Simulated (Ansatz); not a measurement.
# Al2Cu: what the fields show

```
Al Cu
1.0
     2.86655   -2.86655    0.00000
     2.92044    2.92044    0.00000
     0.00000    0.00000    5.66833
Al Cu
4 2
Direct
  0.00000 0.50000 0.25147
  0.50000 0.00000 0.24853
  0.50000 0.00000 0.75147
  0.00000 0.50000 0.74853
  0.00000 0.00000 0.50000
  0.50000 0.50000 0.00000
```

Space group Immm; a structure from a database of computed crystals, not necessarily the ambient phase; changed on purpose from its base cell (uniaxial strain along a, b, c and atoms relaxed: +2.0 %); computed without spin polarisation.

All numbers below come from DFT PBEsol, scalar-relativistic, plane waves, PAW (Ansatz 0.2.0).

Core electrons are frozen (PAW), and the valence fields are smoothed inside the atomic spheres.

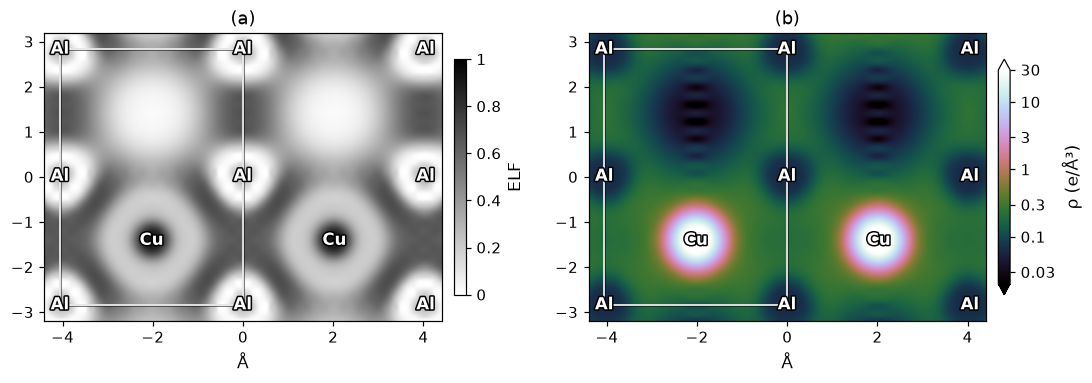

Figure 1. (a) ELF; (b) valence electron density on the (010) plane of the conventional cell.

Question: Interpret the plot.

Answer: The section cuts through Al and Cu sites. Al–Cu (2.48 Å): the density is about 0.32 e/Å³ at the midpoint; the ELF peaks at about 0.70 between the atoms. Al–Al (2.82 Å): the density is about 0.25 e/Å³ at the midpoint; the ELF peaks at about 0.70 between the atoms. Between the atoms the lowest density in this plane is 0.009 e/Å³. The features right at Cu lie inside the PAW spheres, where the map follows smoothed inner orbitals and isn't to be read closely.

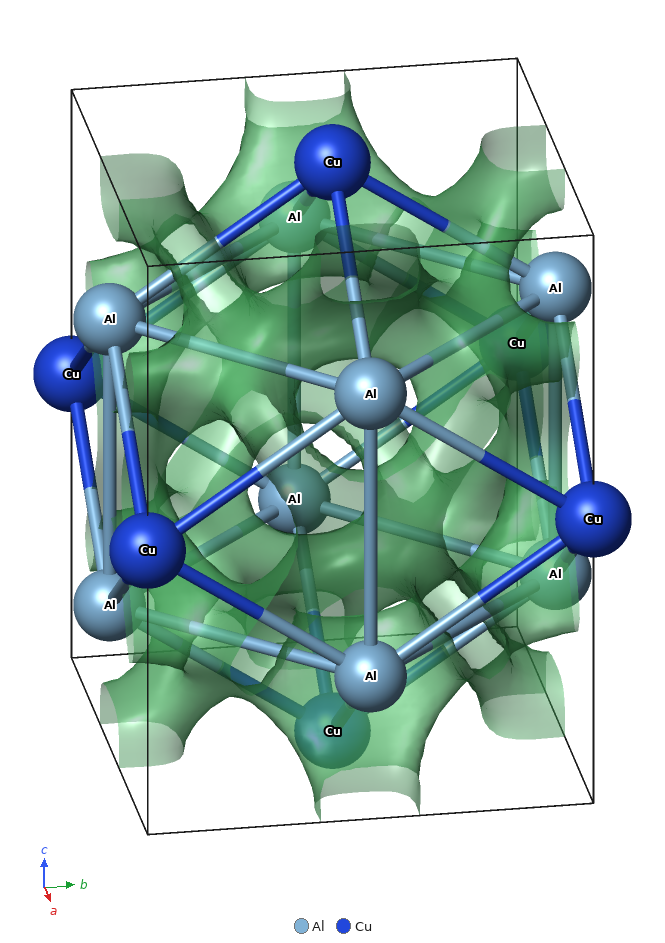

Figure 2. Isosurface of the electron localisation function at 0.55 (green), seen at an oblique angle. Core shells and regions of very low density are left out. Sticks mark near contacts.

Question: Describe the localisation domains.

Answer: At this value the surface marks out one network that runs through the whole crystal, counted in one cell of 6 atoms. Any copies at cell faces, edges or corners count once.

Question: Does the calculation give a band gap?

Answer: It is metallic or semimetallic at this level of theory: no gap opens.
